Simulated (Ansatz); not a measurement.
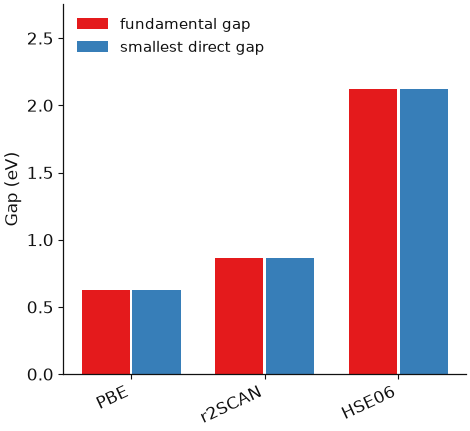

Gaps of Cu₂O, space group Pn-3m (No. 224), 6 atoms in the cell, hydrostatic strain −1.0%, at several levels of theory on one cell (Ansatz, plane waves and PAW; edges over the mesh and the special points).

How does the gap depend on the level, and does its kind change?

In rising order: PBE 0.63 eV, r2SCAN 0.87 eV and HSE06 2.12 eV. It is direct at every level.
